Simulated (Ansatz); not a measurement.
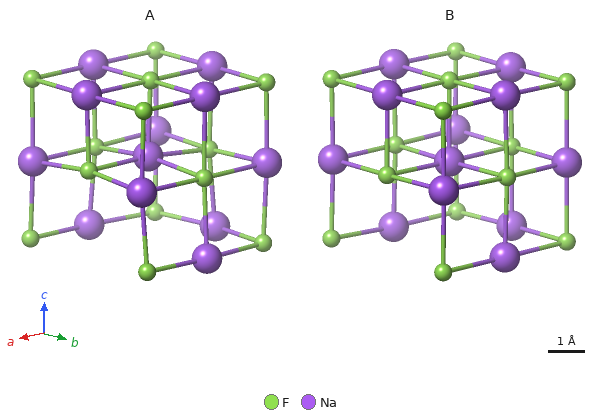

Two geometries of a defect cell of composition F31Na31, drawn at one scale. One is the start of a relaxation, the other its converged end. A ball-and-stick model of the atoms within 4.2 Å of the atom that moves most (axes of the cell of the calculation (origin shifted)), seen from a free direction.

Level of theory: DFT, PBEsol, PAW, plane waves in Ansatz. Settings: plane-wave cutoff 420 eV; k-point mesh 1 × 1 × 1; mesh shifted by (0.25, 0.25, 0.25); no spin polarisation; atoms relaxed in a fixed cell; force threshold 0.03 eV/Å; at most 80 steps.

Which of the two is the end point?

Structure A is the relaxed one. The largest move is that of a Na atom, 0.17 Å along [1 0 3]. Largest moves by element: Na 0.17 Å, F 0.14 Å. The cell stays as it was. Among the contacts that change: Na–Na 3.244 → 3.510 Å, Na–Na 3.269 → 3.510 Å, Na–Na 3.264 → 3.480 Å, Na–Na 3.296 → 3.510 Å. Among the angles between lasting bonds that change: F–Na–F 178.2° → 170.0°, F–Na–F 89.4° → 94.7°, F–Na–F 89.7° → 94.7°. The energy falls by 1.030 eV per cell of the calculation in 3 geometry steps. The largest force component goes from 1.2 to 0.0027 eV/Å.
